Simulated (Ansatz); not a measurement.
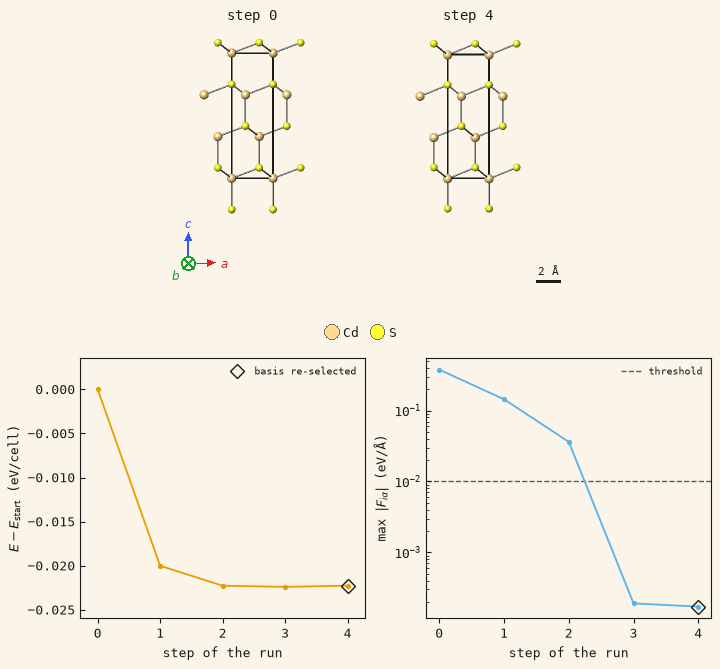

First and last geometry of a relaxation of solid CdS (set up in R3m), with the history of the run. The picture is a ball-and-stick view of the conventional cell (3 times the calculation's cell), seen along the b axis. Lengths and directions refer to the drawn axes.

Case: film's bulk on the substrate's plane, third vector and atoms relaxed.

Level of theory: DFT PBE, scalar-relativistic, plane waves, PAW in Ansatz 0.2.0.

Input file:
```yaml
crystal:
  lattice:
    - [4.0626003664, 0.0, 0.0]
    - [-2.0313001832, 3.5183151227, 0.0]
    - [2.0313001832, -1.1727717076, 3.5511891251]
  atoms:
    - { symbol: Cd, position: [0.0, 0.0, 0.0] }
    - { symbol: S, position: [0.75, 0.25, 0.75] }
basis:
  ecutwfc: 420
kpoints:
  mp_grid: { grid: [9, 9, 10] }
hamiltonian:
  xc: pbe
scf:
  occupations: { method: gaussian, width: 0.02 }
output:
  forces: true
  stress: true
  eigenvalues: true
relax:
  adjacent_minimum: "off"
  f_tol: 0.01
  max_steps: 50
  cell: { fix: [a, b, gamma], stress_tol: 0.1 }
```

Command:
```bash
ansatz run input.yaml --threads 1 --pin off --max-ram 2560MiB --backend cpu --events-out ev --progress --plain --runs-dir out
```

What do the curves and the structures tell?

Answer. It converged. The largest moves relative to the cell, 0.042 Å, are those of Cd1 and S2. S2 goes along +c. Largest moves by element: S 0.042 Å, Cd 0.042 Å. The volume changes by −1.2 %, with a = b unchanged at 4.063 Å, c 10.654 → 10.529 Å (−1.2 %). Among the contacts that change: Cd1–S2 2.663 → 2.547 Å, Cd1–S2 (another image) 2.508 → 2.535 Å. The space group stays R3m (No. 160). After 3 accepted moves (4 points after the start) the energy has fallen by 22.3 meV per cell of the calculation. The largest force component goes from 0.38 to 0.00017 eV/Å. The pressure goes from 1.84 to 2.00 GPa. The SCF was repeated once at an unchanged geometry on a basis and grid sized afresh for the cell, which shifted the energy by 0.1 meV per cell of the calculation at most. Cost: 94 s on 1 thread of Arm Neoverse V1, with other jobs on the host, peak memory 0.5 GiB.

| step | E − E(0), meV/atom | largest force component, eV/Å | pressure, GPa | volume, Å³/atom | note |
| --- | --- | --- | --- | --- | --- |
| 0 | 0.00 | 0.3775 | 1.84 | 25.379 |  |
| 1 | -10.01 | 0.1440 | 2.32 | 25.007 |  |
| 2 | -11.14 | 0.0362 | 2.02 | 25.065 |  |
| 3 | -11.20 | 0.0002 | 2.00 | 25.083 |  |
| 4 | -11.13 | 0.0002 | 2.00 | 25.083 | same geometry, new basis |
